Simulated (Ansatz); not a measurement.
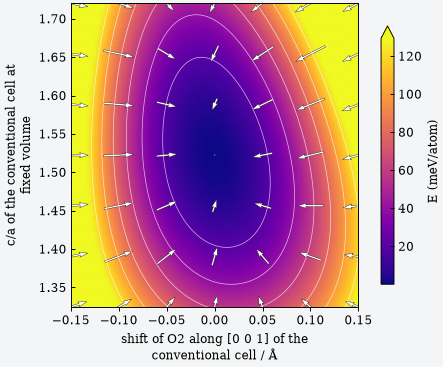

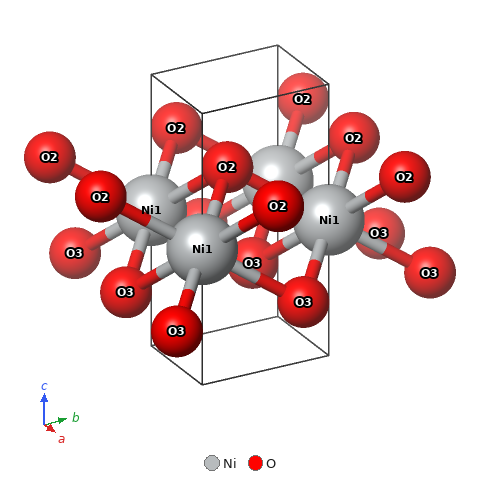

Energy landscape of NiO2 (P-3m1, No. 164; 3 atoms in the cell). The energy is mapped over a free internal coordinate and the cell. Coordinates scanned: (1) shift of O2 along [0 0 1] of the conventional cell, Cartesian (0 0 1), its symmetry partners moved as symmetry demands (measured in the relaxed cell); (2) c/a of the conventional cell at fixed volume. Nothing is relaxed (all other coordinates fixed). The grid has 7 × 7 points. Points are written as (first, second). All energies are given in meV/atom relative to the lowest grid point. Level of theory: Ansatz 0.2.0, DFT LDA, scalar-relativistic, plane waves, PAW. Settings: cutoff 520 eV, k-mesh 12×12×6 in the order of the run's cell vectors, gaussian smearing 0.05 eV, no spin polarisation.

In the figure: a smooth colour map with a few white contour lines, arrows along the force (downhill), their lengths compressed, one colour for all values above the top of the scale. Between grid points the surface is interpolated. The second picture is the structure at the lowest point

Where are the wells?

The lowest grid point is at (0.00 Å, 1.522). It is the only kind of minimum in the scanned range. The highest grid point, (0.15 Å, 1.720), lies 262 meV/atom above the lowest. Round the minimum the valley is somewhat tilted: raising the first coordinate shifts the best value of the second coordinate downwards (coupling k₁₂/√(k₁₁k₂₂) about 0.2).

The whole map (49 points run) took 6.4 min on 1 thread of Arm Neoverse N1, with other jobs on the host.
